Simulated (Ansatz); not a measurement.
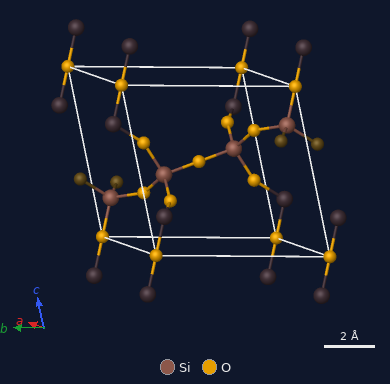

Structure drawing (ball-and-stick), viewed from a general direction. The outline marks the conventional unit cell. Neighbours across the faces are drawn wherever a bond reaches them, in fainter colours. Cell: a = 5.262 Å, b = 7.031 Å, c = 7.104 Å, α = 78.63°, β = 69.05°, γ = 68.08°.

Give a description of the structure.

The solid is SiO₂. The lattice is primitive triclinic and the space group P-1 (No. 2). The cell comprises 4 formula units: 4 Si, 8 O. The coordination shell of Si holds four O in a tetrahedral arrangement at about 1.6 Å. The O atoms are each bonded to two Si at about 1.6 Å. The bonds build a three-dimensional framework.

It goes back to a structure listed in the Materials Project. Earlier steps of the study, as a rule a relaxation of our own, may have changed the cell and positions, so they can lie some per cent off the listed ones. Ansatz was used for an electronic-structure calculation on it.
